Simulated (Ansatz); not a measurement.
Input

```
crystal:
  lattice:
    - [3.2836310089, 0.0, 0.0]
    - [-1.6418155045, 2.8437078704, 0.0]
    - [0.0, 0.0, 45.4906169669]
  atoms:
    - { symbol: Se, position: [0.3333333333, 0.6666666667, 0.392886609] }
    - { symbol: W, position: [0.6666666667, 0.3333333333, 0.4298767521] }
    - { symbol: Se, position: [0.3333333333, 0.6666666667, 0.4668234332] }
    - { symbol: Se, position: [0.0, 0.0, 0.5331765668] }
    - { symbol: W, position: [0.3333333333, 0.6666666667, 0.5701667099] }
    - { symbol: Se, position: [0.0, 0.0, 0.607113391] }
  periodic: [true, true, false]
basis:
  ecutwfc: 420
kpoints:
  mp_grid: { grid: [9, 9, 1] }
hamiltonian:
  xc: pbe
  dispersion: d3bj
scf:
  occupations: { method: gaussian, width: 0.02 }
output:
  forces: true
  stress: true
  eigenvalues: true
  write_density: true
  write_potential: true
  elf: true
  volumetric_format: npy
relax:
  adjacent_minimum: "off"
  f_tol: 0.005
  max_steps: 80
  cell: { stress_2d_tol: 0.02 }
```

Run with:

```sh
ansatz run input.yaml --threads 2 --pin off --max-ram 5120MiB --backend cpu --events-out ev --progress --plain --runs-dir out
```

The fields are those of the relaxed geometry.

Method: DFT PBE+D3(BJ), scalar-relativistic, plane waves, PAW in Ansatz.

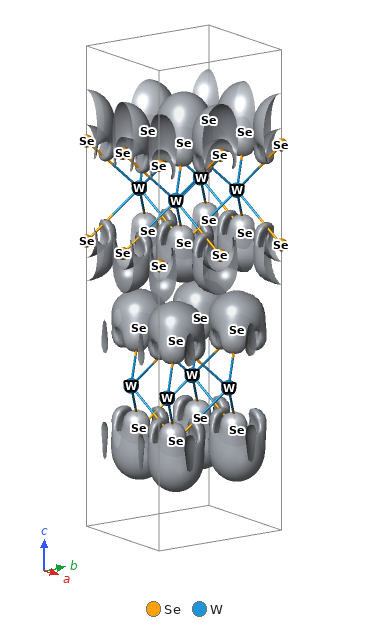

WSe$_{2}$ (slab). Isosurface of the ELF at 0.75 (grey), seen slightly off an axis. Core shells and regions of very low density are left out. Sticks mark near contacts.

Core electrons are frozen (PAW), and the valence fields are smoothed inside the atomic spheres.

> Identify the bonds, lone pairs and shells in this picture.

The ELF exceeds this value in four regions wrapped around Se (the valence shell of each), counted in one cell of 6 atoms. Counts are for one cell; the picture repeats the cell along the surface.

Values along the shortest contacts:
W–Se (2.53 Å): the ELF is about 0.55 at the midpoint.

> Does the calculation make it a metal, or give it a gap?

It is gapped, with a Kohn–Sham gap of 1.4 eV on the k-point mesh (the band edges may lie off the mesh, which would make the gap smaller).
